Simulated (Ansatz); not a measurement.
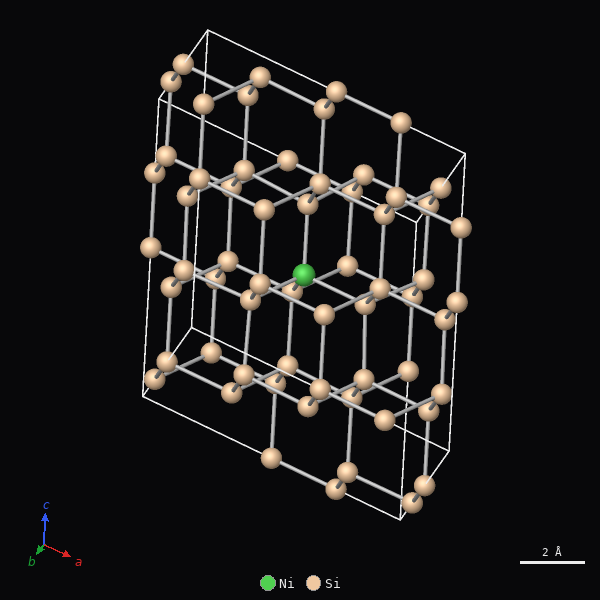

View from a general direction, drawn as a ball-and-stick model. Atoms at the boundary of the supercell (the box) are drawn once for each face, edge or corner they touch. The host is Si, in a cell of 32 sites, and the cell is neutral.

What defect is present?

Nickel on a silicon site (a substitutional impurity). It is bonded to four Si in a tetrahedral arrangement at about 2.2 Å.

The numbers come from DFT PBEsol, scalar-relativistic, plane waves, PAW in Ansatz, using an energy cutoff of 420 eV, a 3×3×3 grid in reciprocal space, Gaussian smearing of 0.02 eV, collinear spins.

Does the defective cell carry a moment?

Yes, 0.7 μB in the cell.

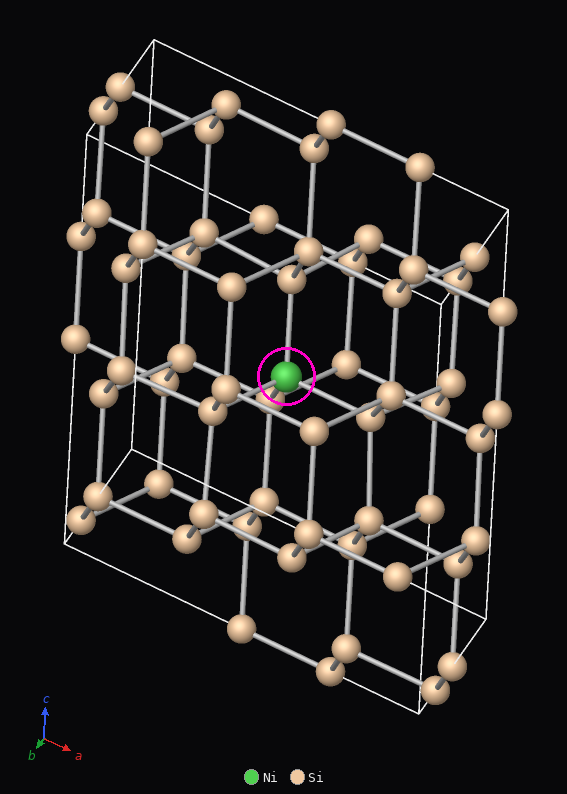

The same cell with a ring at the defect's site.

The atoms were relaxed in the host's cell with DFT PBEsol, scalar-relativistic, plane waves, PAW in Ansatz 0.2.0.
